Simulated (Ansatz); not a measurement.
System: HgTe (space group F-43m).

Method: third-order Birch-Murnaghan fit to density functional energies at scaled volumes of the given relaxed cell, shape and atoms relaxed at each volume; energies count from the fitted minimum; plane waves with PAW datasets, Γ-centred k mesh (Ansatz 0.2.0). All runs: no spin polarisation.

k mesh 12×12×12; occupations Gaussian; smearing width 0.1 eV.

Settings that differ: r2SCAN: wave cutoff 500 eV; PBE: wave cutoff 420 eV.

What does the calculation give for the pressure against volume, with one curve for each functional? The cases: r2SCAN; PBE.

The fitted equilibrium volumes, smallest first, are r2SCAN 35.49, PBE 36.77 Å³/atom. The fitted bulk moduli, smallest first, are PBE 34.2, r2SCAN 40.1 GPa. For r2SCAN, the pressure falls from 7.15 GPa at volume 31.210 Å³/atom to −2.98 GPa at 39.012 Å³/atom, and changes sign near 35.5 Å³/atom. For PBE, the pressure falls from 2.44 GPa at volume 34.598 Å³/atom to −1.74 GPa at 39.015 Å³/atom, and changes sign near 36.8 Å³/atom.

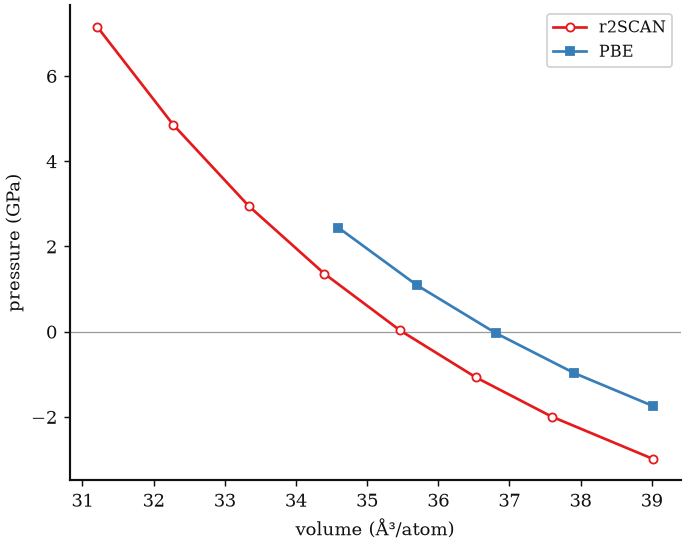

Note: bands touch, and spin-orbit coupling could open a gap.
